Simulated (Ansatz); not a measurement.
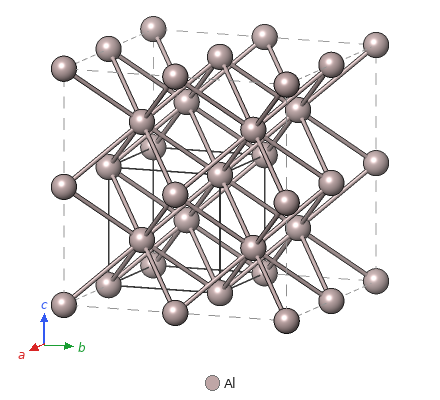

Al (Im-3m, No. 229): the geometry given to an electronic-structure calculation, possibly off equilibrium; the starting structure was generated, so it need not be a known form of this composition.

```cif
data_structure
_symmetry_space_group_name_H-M 'Im-3m'
_symmetry_Int_Tables_number 229
_cell_length_a 3.2360
_cell_length_b 3.2360
_cell_length_c 3.2360
_cell_angle_alpha 90.000
_cell_angle_beta 90.000
_cell_angle_gamma 90.000
_cell_volume 33.89
loop_
_atom_site_label
_atom_site_type_symbol
_atom_site_symmetry_multiplicity
_atom_site_Wyckoff_symbol
_atom_site_fract_x
_atom_site_fract_y
_atom_site_fract_z
_atom_site_occupancy
Al1 Al 2 a 0.00000 0.00000 0.00000 1
```

What will a dark-field STEM-like image along [110] show? Simulation: incoherent imaging, intensity Z^1.7 per atom, probe width 0.90 Å, thin sample. The probe carries 15 % of its weight in a tail 2.5 times as wide. Shot noise was added.

Answer. The columns repeat on a rectangular net of 1.62 × 2.29 Å (plane group p2mm). All columns are alike (Al). The shortest distance between visible columns is 1.62 Å in projection. Along the beam the structure repeats every 4.58 Å.

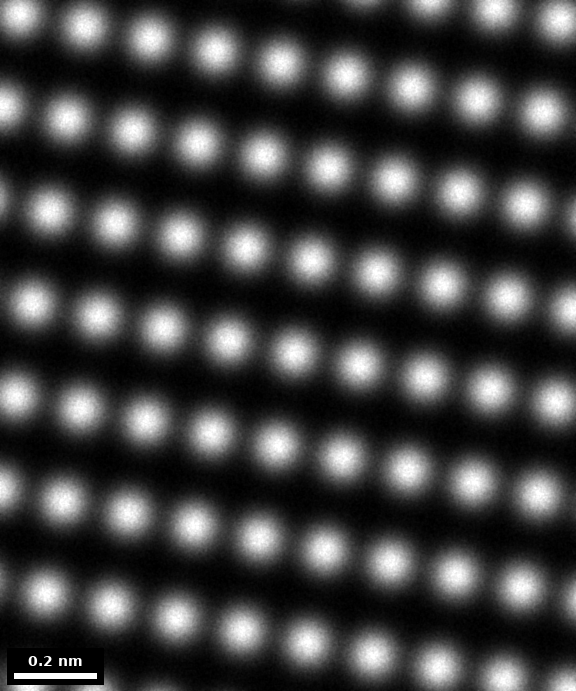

The simulated image.
